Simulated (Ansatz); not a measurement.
Si7Ge

Input file:

```
crystal:
  lattice:
    - [5.4242876429, 0.0, 0.0]
    - [0.0, 5.4242876429, 0.0]
    - [0.0, 0.0, 5.4242876429]
  atoms:
    - { symbol: Si, position: [0.2525976816, 0.2525976816, 0.2525976816] }
    - { symbol: Si, position: [0.0, 0.5, 0.5] }
    - { symbol: Si, position: [0.5, 0.5, 0.0] }
    - { symbol: Si, position: [0.5, 0.0, 0.5] }
    - { symbol: Si, position: [0.7474023184, 0.2525976816, 0.7474023184] }
    - { symbol: Si, position: [0.7474023184, 0.7474023184, 0.2525976816] }
    - { symbol: Si, position: [0.2525976816, 0.7474023184, 0.7474023184] }
    - { symbol: Ge, position: [0.0, 0.0, 0.0] }
basis:
  ecutwfc: 420
kpoints:
  mp_grid: { grid: [8, 8, 8] }
hamiltonian:
  xc: pbesol
scf:
  occupations: { method: gaussian, width: 0.01 }
output:
  forces: true
  stress: true
  eigenvalues: true
  write_density: true
  write_potential: true
  elf: true
  volumetric_format: npy
relax:
  adjacent_minimum: "off"
  f_tol: 0.008
  max_steps: 50
  cell: { stress_tol: 0.08, p_target: 2.0 }
```

Run with:

```sh
ansatz run input.yaml --threads 2 --pin off --max-ram 5120MiB --backend cpu --events-out ev --progress --plain --runs-dir out
```

Below, planes, directions and counts refer to the conventional cell (a = 5.42 Å, b = 5.42 Å, c = 5.42 Å, α = 90.00°, β = 90.00°, γ = 90.00°).

Space group P-43m; a structure from a database of computed crystals, not necessarily the ambient phase.

Computed with DFT PBEsol, scalar-relativistic, plane waves, PAW (Ansatz 0.2.0).

Q: What can the converged valence pseudo-density and electron localisation function tell about the bonding?

A: Si–Si (2.34 Å): ρ at the midpoint is about 0.58 e/Å³; the ELF peaks at about 0.95 between the atoms (localised, covalent bonding).
Si–Ge (2.37 Å): ρ at the midpoint is about 0.56 e/Å³; the ELF peaks at about 0.90 between the atoms; a covalent bond.

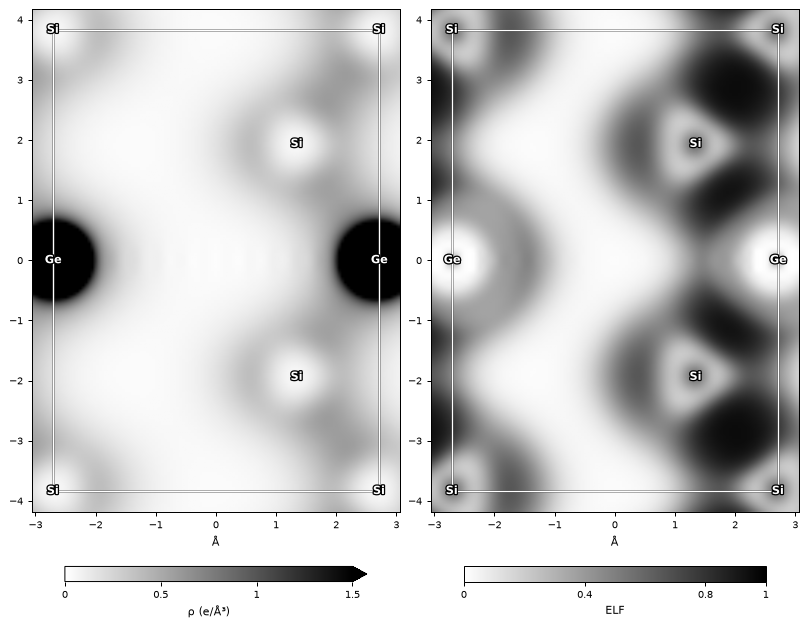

Computed valence pseudo-density and electron localisation function on the (011) plane of the conventional cell, in this order. 

In a PAW calculation such maps are meaningful between the atoms, not at the nuclei.
